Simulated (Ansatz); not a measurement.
# Calculations on Ga

### Vibrations

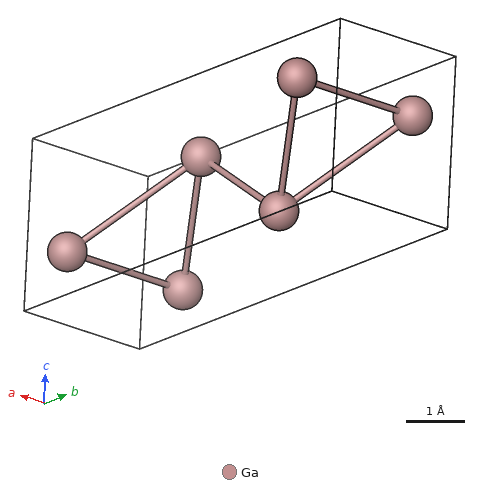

Normal modes of crystalline Ga at 0.98 times its rest volume, space group C2/c (No. 15), at the zone centre. Style: ball-and-stick. Shown: the conventional cell (2 times the calculation's cell), from a free direction. Lengths and directions refer to the drawn axes.

Method: DFT PBEsol, scalar-relativistic, plane waves, PAW in Ansatz.

Input file:
```yaml
crystal:
  lattice:
    - [1.3634476392, -3.9537306837, -0.0181679695]
    - [1.3634476392, 3.9537306837, -0.0181679695]
    - [-0.1597781021, 0.0, 3.2684046228]
  atoms:
    - { symbol: Ga, position: [0.8663263887, 0.1336736113, 0.25] }
    - { symbol: Ga, position: [0.1336736113, 0.8663263887, 0.75] }
basis:
  ecutwfc: 420
kpoints:
  mp_grid: { grid: [16, 16, 12] }
hamiltonian:
  xc: pbesol
scf:
  occupations: { method: fermi_dirac, width: 0.15 }
output:
  eigenvalues: true
phonons:
  method: dfpt
  eigenvectors: true
```

Launched with:
```bash
ansatz run input.yaml --threads 1 --pin off --max-ram 3072MiB --backend cpu --events-out ev --progress --plain --runs-dir out
```

The frequencies depend somewhat on the k-mesh and the smearing.

List the optical modes.

The calculation's cell holds 2 atoms, so there are 3 optical modes, in 3 levels. The optical modes span 2B_g + A_g. No level is unstable.

```json
{"level": "1", "symmetry": "B_g", "frequency (cm⁻¹)": "49", "activity": "Raman-active"}
{"level": "2", "symmetry": "B_g", "frequency (cm⁻¹)": "127", "activity": "Raman-active"}
{"level": "3", "symmetry": "A_g", "frequency (cm⁻¹)": "200", "activity": "Raman-active"}
```

The displacement patterns:

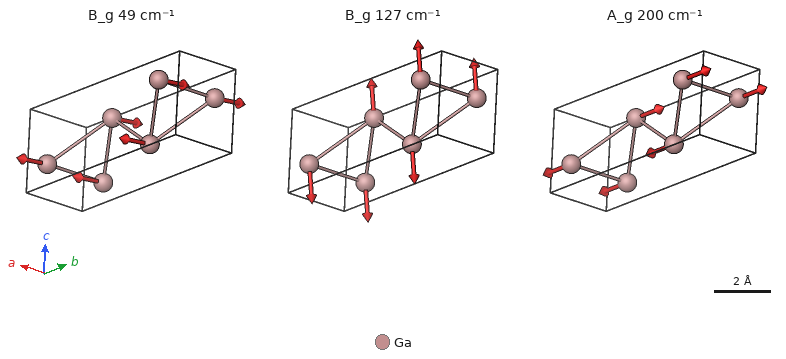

### Vibrations

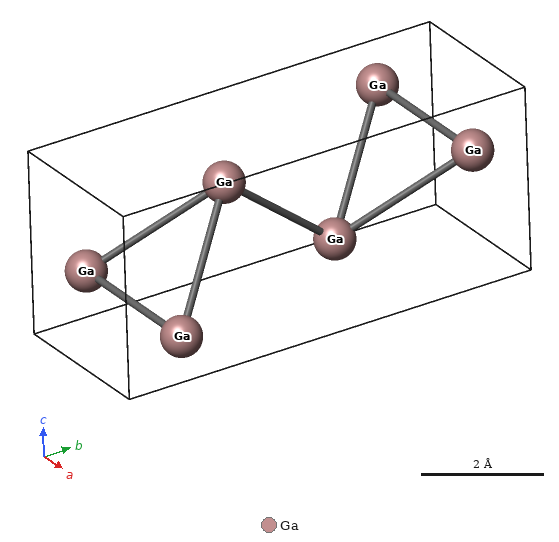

Lattice vibrations of solid Ga at 1.02 times its rest volume, space group C2/c (No. 15), at the zone centre. A ball-and-stick model of the conventional cell (2 times the calculation's cell), seen from a free direction. Lengths and directions refer to the drawn axes.

Level of theory: Ansatz, DFT PBEsol, scalar-relativistic, plane waves, PAW.

Input file:
```yaml
crystal:
  lattice:
    - [1.3816983716, -3.9944042229, -0.0126296944]
    - [1.3816983716, 3.9944042229, -0.0126296944]
    - [-0.1479224042, 0.0, 3.3218805906]
  atoms:
    - { symbol: Ga, position: [0.8661357418, 0.1338642582, 0.25] }
    - { symbol: Ga, position: [0.1338642582, 0.8661357418, 0.75] }
basis:
  ecutwfc: 420
kpoints:
  mp_grid: { grid: [16, 16, 12] }
hamiltonian:
  xc: pbesol
scf:
  occupations: { method: fermi_dirac, width: 0.15 }
output:
  eigenvalues: true
phonons:
  method: dfpt
  eigenvectors: true
```

Run as
```bash
ansatz run input.yaml --threads 1 --pin off --max-ram 3072MiB --backend cpu --events-out ev --progress --plain --runs-dir out
```

The frequencies depend somewhat on the k-mesh and the smearing.

> Give the spectrum at this point.

The calculation's cell holds 2 atoms, so there are 3 optical modes, in 3 levels. The optical modes span 2B_g + A_g. No level is unstable.

| level | symmetry | frequency (cm⁻¹) | activity |
| --- | --- | --- | --- |
| 1 | B_g | 45 | Raman-active |
| 2 | B_g | 117 | Raman-active |
| 3 | A_g | 185 | Raman-active |

The displacement patterns:

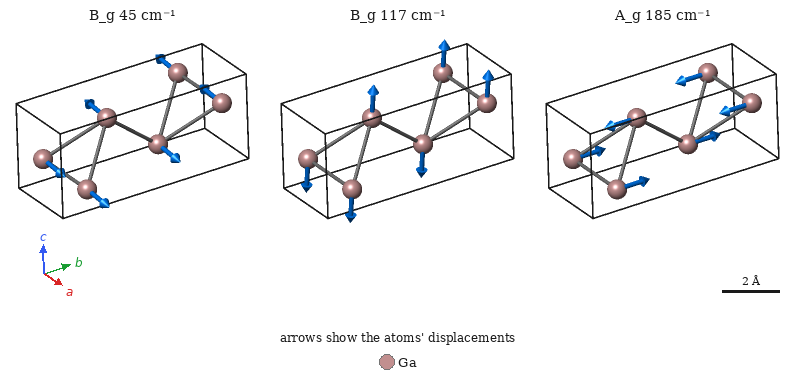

### One mode

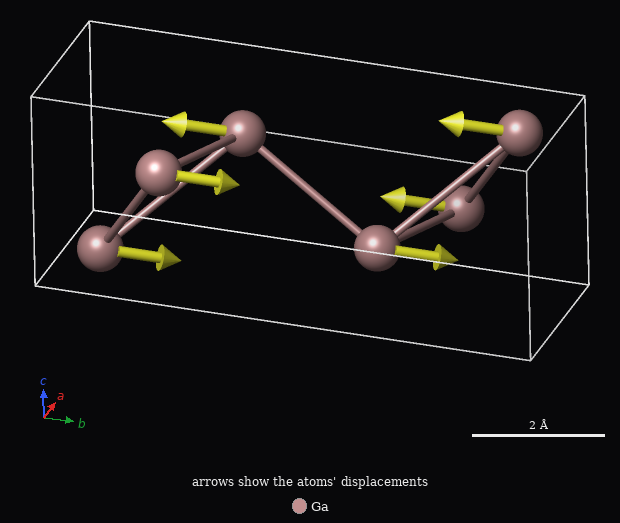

One vibrational mode of solid Ga at the zone centre. The yellow arrows are the displacements of the atoms (eigenvector over the root of the mass), of arbitrary overall length and sign. The picture is a ball-and-stick view of the conventional cell (2 times the calculation's cell), seen from a free direction. Lengths and directions refer to the drawn axes.

These are results of DFT PBEsol, scalar-relativistic, plane waves, PAW in Ansatz 0.2.0, not measurements. Set-up: plane-wave cutoff 420 eV; k-point mesh 16 × 16 × 12; occupations fermi dirac; smearing width 0.15 eV; no spin polarisation.

The frequencies depend somewhat on the k-mesh and the smearing.

**Describe the mode and give its frequency.**

This is the A_g mode at 192 cm⁻¹, the highest optical level, Raman-active by symmetry. All motion is along b; atoms of one kind move against one another, with no net shift of their sublattice.
